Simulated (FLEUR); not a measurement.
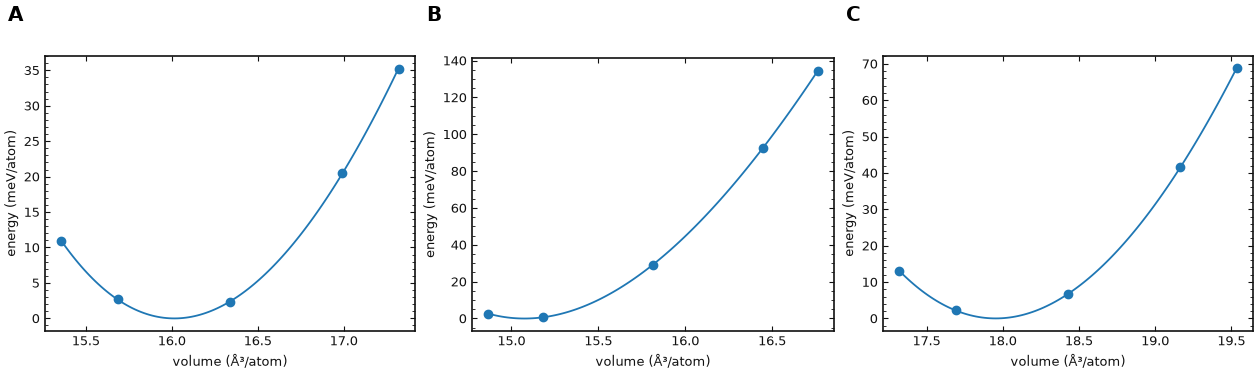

Each panel shows the energy against volume for one of these solids: Nb, Im-3m (No. 229); Pt, P6_3/mmc (No. 194); TiAl, P4/mmm (No. 123).

How it was computed, with FLEUR MaX-R8.1 (later development tree): all-electron LAPW DFT, no spin polarisation; energies at scaled volumes of the given cell, shape and fractions fixed, counted from the fit's minimum, third-order Birch-Murnaghan fit. Level: SCAN.

Question: Match the panels to the solids.

Answer: A is TiAl (energy from 2.37 meV/atom to 35.25 meV/atom, V0 16.02 Å³/atom, B0 121 GPa); B is Pt (energy from 1 meV/atom to 134 meV/atom, V0 15.07 Å³/atom, B0 287 GPa); C is Nb (energy from 2.20 meV/atom to 68.74 meV/atom, V0 17.95 Å³/atom, B0 179 GPa).

For Pt, limits of the calculation: spin-orbit coupling left out, heavy elements; shape and atomic fractions are frozen while scaling, which makes layered, chain and framework solids too stiff.

For TiAl, limits of the calculation: shape and atomic fractions are frozen while scaling, which makes layered, chain and framework solids too stiff.
